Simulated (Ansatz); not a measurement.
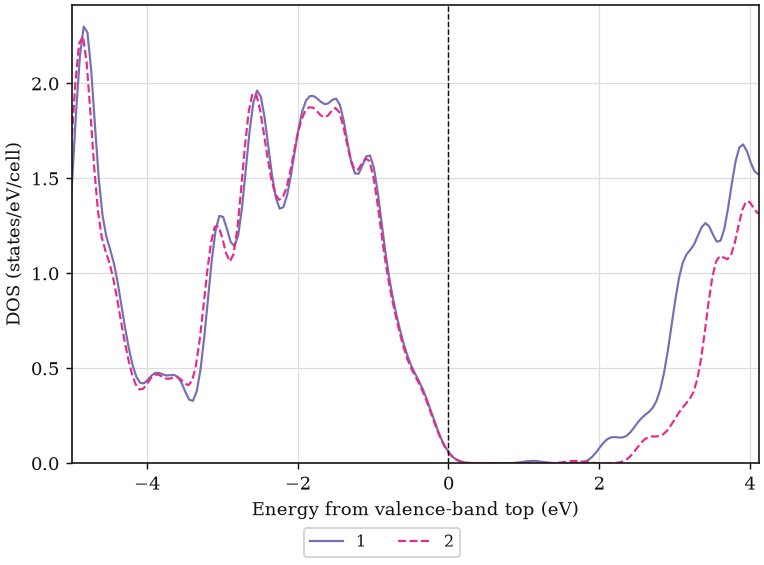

Total densities of states of ZnSe, space group Imm2 (No. 44), 2 atoms in the cell, zincblende type, shear (xy) strain +5.0%, by two methods on the same cell. The curves are built from the levels of the k mesh with Gaussians 0.3 eV wide, which also blur the band edges. Each is counted from its own valence-band top.

**Which curve is which? The methods: r2SCAN, PBE.**

1 is PBE; 2 is r2SCAN. PBE gives a gap of 1.12 eV and r2SCAN gives a gap of 1.68 eV.

Settings. PBE: DFT, PBE, plane waves, PAW, no spin polarisation, 8×8×8 k mesh, 420 eV cutoff, Fermi-Dirac smearing of 0.02 eV (Ansatz). r2SCAN: DFT, r2SCAN, plane waves, PAW, no spin polarisation, 8×8×8 k mesh, 500 eV cutoff (Ansatz).
